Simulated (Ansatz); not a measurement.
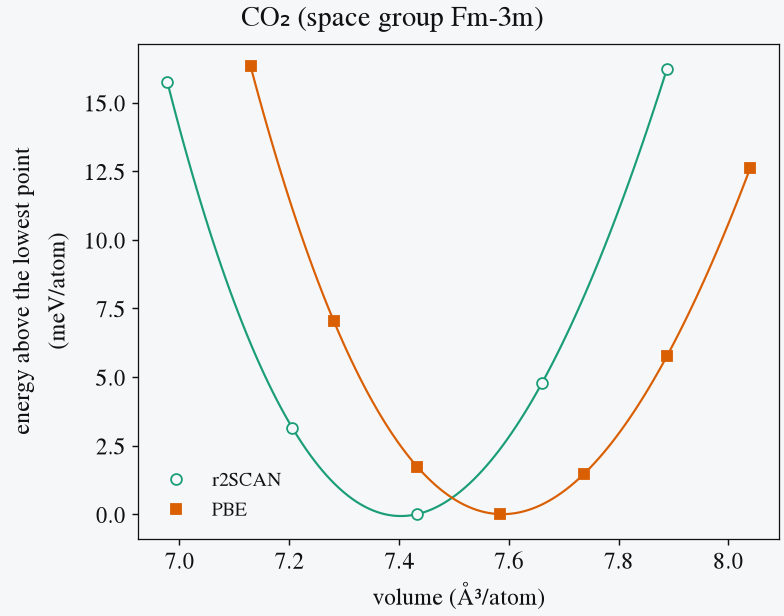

The figure shows the energy above the lowest point against volume, with one curve for each functional, for CO₂ (space group Fm-3m).

How it was computed, with Ansatz 0.2.0 development build: equation of state of a cubic crystal from periodic Kohn-Sham density functional theory without spin, third-order Birch-Murnaghan fit to the free energies; pressure corrected for the finite basis.

structure type fluorite; atoms in cell 3; space group number 225; lattice centring face-centred primitive; occupation method Fermi–Dirac; datasets soft-1 PAW; density tolerance 1e−07 eV; bands 12; density cutoff ratio 4; search for lower states default.

Settings that differ: r2SCAN: wave cutoff 500 eV, k mesh 13×13×13, occupation width 0.1 eV; PBE: wave cutoff 420 eV, k mesh 42×42×42, occupation width 0.0612 eV.

> Order the curves by fitted equilibrium volume, smallest first.

r2SCAN 7.403, PBE 7.589 Å³/atom.

> Order the curves by fitted bulk modulus, smallest first.

PBE 168, r2SCAN 185 GPa.

Limits of the calculation: cubic model structure, not the ambient form.
